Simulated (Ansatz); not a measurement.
## Electronic structure of Si (cell charge +2, with a compensating background) (cell with a defect) in real space

```
CELL_PARAMETERS angstrom
-5.43383 5.43383 -5.43383
5.43383 -5.43383 -5.43383
-5.43383 -5.43383 5.43383
ATOMIC_POSITIONS crystal
Si 0.75451 0.50000 0.00255
Si 0.50000 0.50000 0.25000
Si 0.25255 0.25451 0.75000
Si 0.25255 0.50000 0.50451
Si 0.00000 0.25451 0.00255
Si 0.74745 0.24745 0.25195
Si 0.50000 0.00000 0.75000
Si 0.50195 0.24745 0.49745
Si 0.24549 0.99805 0.99549
Si 0.00000 0.00000 0.25000
Si 0.75451 0.75255 0.75000
Si 0.74745 0.00195 0.49745
Si 0.49805 0.74549 0.99549
Si 0.24549 0.74549 0.24805
Si 0.00000 0.75255 0.50451
Si 0.25547 0.75547 0.00547
Si 0.00000 0.74990 0.25146
Si 0.75010 0.75156 0.50010
Si 0.50146 0.50000 0.99990
Si 0.50146 0.74990 0.75000
Si 0.24990 0.50000 0.25146
Si 0.00000 0.50000 0.49453
Si 0.75010 0.25010 0.00156
Si 0.74453 0.50000 0.75000
Si 0.49854 0.24844 0.24854
Si 0.25156 0.25010 0.50010
Si 0.00000 0.00146 0.99990
Si 0.00000 0.24453 0.75000
Si 0.74844 0.99854 0.24854
Si 0.49854 0.99854 0.49844
Si 0.24990 0.00146 0.75000
```

The program warned that a starting moment wasn't kept; spin-polarised, but the moments vanished.

These are results of DFT PBEsol, scalar-relativistic, plane waves, PAW in Ansatz 0.2.0, not measurements.

Core electrons are frozen (PAW), and the valence fields are smoothed inside the atomic spheres.

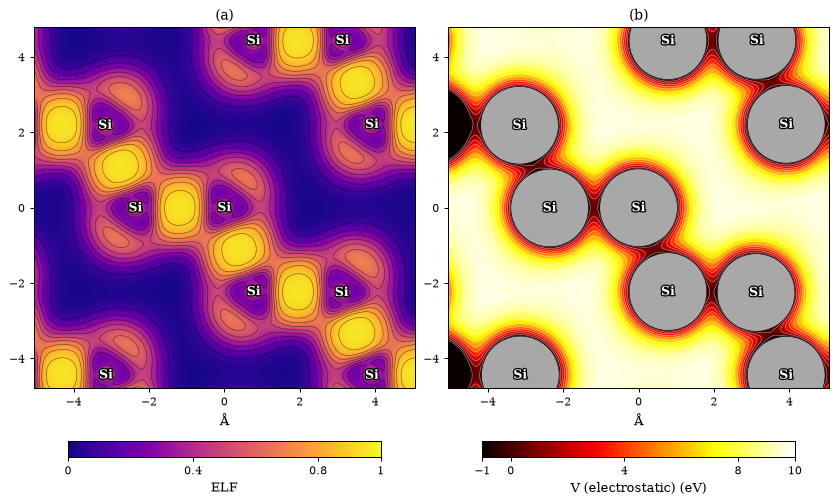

Figure 1. (a) ELF; (b) electrostatic potential (local pseudopotential plus Hartree) felt by an electron on the (010) plane of the calculation cell. Grey discs cover the atomic cores in the potential map.

### What do the fields say about this system?

The section cuts through Si sites. Si–Si (2.34 Å): the ELF peaks at about 0.95 between the atoms (a covalent bond). Outside the cores the potential energy rises away from the atoms and is highest about 2.2 Å from the nearest atoms; its zero is arbitrary.

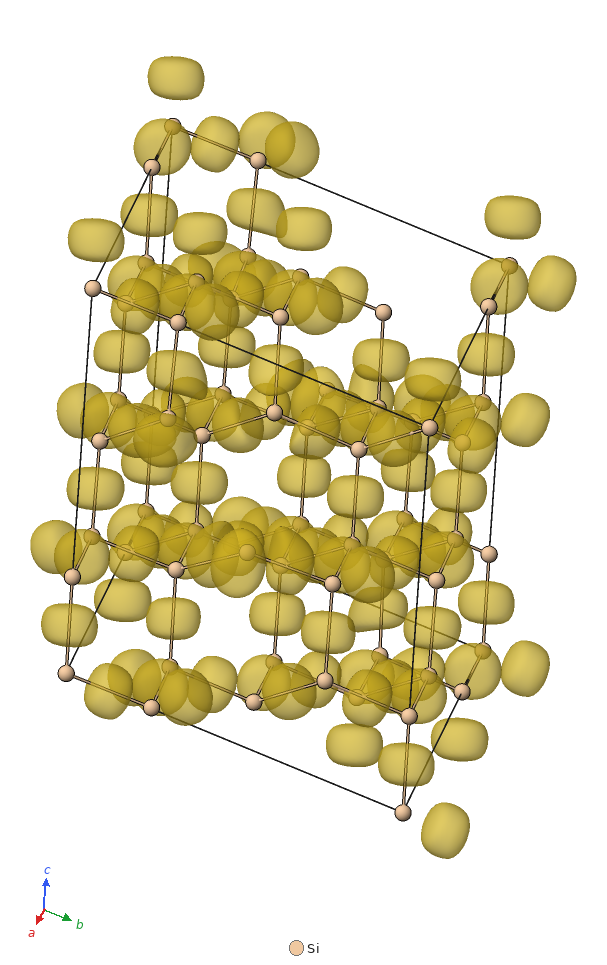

Figure 2. Isosurface of the ELF at 0.8 (yellow), seen at an oblique angle. Only the valence region is drawn (cores and ρ < 0.01 e/Å³ removed). Sticks mark near contacts.

### Describe the localisation domains.

The ELF exceeds this value in 60 regions between bonded Si–Si atoms (shared pairs), counted in one cell of 31 atoms. Any copies at cell faces, edges or corners count once.
